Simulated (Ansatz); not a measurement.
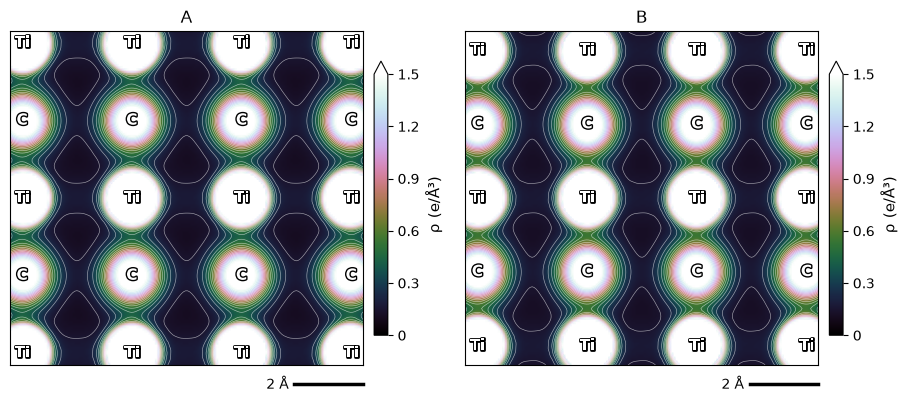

TiC. The valence electron density of two cells that differ in size and shape, on the (11̄0) plane of each (indices in the axes of the calculation cell), at one length scale and on one colour scale; one has 10.9 and the other 11.5 Å³ an atom.

Computed without spin polarisation.

Computed with DFT PBEsol, scalar-relativistic, plane waves, PAW in Ansatz.

The density is the valence pseudo-density of a PAW calculation; it isn't the true density close to the nuclei.

### Which is the denser cell? Describe the effect of the change.

Panel B is the smaller cell, by 5 % in volume. From the larger cell to the smaller, Ti–C goes from 2.25 to 2.15 Å, and the density at its midpoint from 0.44 to 0.54 e/Å³; the pressure goes from −29 to −20 GPa.
